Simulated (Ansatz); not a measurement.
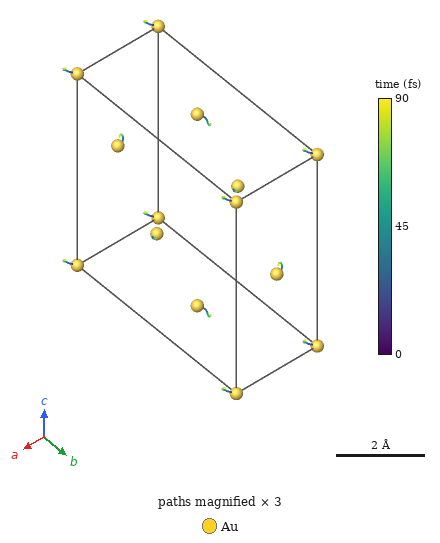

A Born-Oppenheimer molecular dynamics run of a 4-atom cell of Au (set up in Fm-3m), 90 fs long. Lines trace each atom's path, coloured by time; spheres stand at the starting positions. The excursions are magnified 3 times. Seen from a free direction in the reduced simulation cell.

Level of theory: DFT, LDA, PAW with Ansatz's default frozen-core files, scalar-relativistic in Ansatz 0.2.0. Run with plane-wave cutoff 420 eV; k-point mesh 4 × 4 × 8; Fermi-Dirac smearing 0.08 eV; Langevin thermostat (NVT); set temperature 500 K; time step 3 fs.

Input
```yaml
crystal:
  lattice:
    - [0.0, 4.07, 4.07]
    - [4.07, 0.0, 4.07]
    - [2.035, 2.035, 0.0]
  atoms:
    - { symbol: Au, position: [0.0, 0.0, 0.0] }
    - { symbol: Au, position: [0.0, 0.5, 0.0] }
    - { symbol: Au, position: [0.5, 0.0, 0.0] }
    - { symbol: Au, position: [0.5, 0.5, 0.0] }
kpoints:
  mp_grid: { grid: [4, 4, 8] }
scf:
  occupations: { method: fermi_dirac, width: 0.08 }
hamiltonian:
  xc: lda
  pseudopotentials: { kind: paw }
output:
  forces: true
  stress: true
md:
  timestep: 3.0
  n_steps: 30
  ensemble: nvt_langevin
  temperature: 500
  initial_velocities: maxwell_boltzmann
  seed: 953603
```

Launched with:
```bash
ansatz run input.yaml --threads 2 --pin off --max-ram 4096MiB --backend cpu --events-out ev --progress --plain --runs-dir out
```

**How do the atoms move?**

Root-mean-square distances from the starting positions over the second half, with the common drift of all atoms taken out: Au 0.12 Å. The run lasts only 90 fs, too short to tell vibration from diffusion. With so few atoms the kinetic temperature swings widely, between 160 and 770 K; its mean in the second half is 350 K. The potential energy in the second half lies on average 50.2 meV per atom above the first frame. The mean pressure there is 0.7 GPa.

The run took 2.4 min on 2 threads of Arm Neoverse V2 (shared host), peak memory 0.49 GiB.
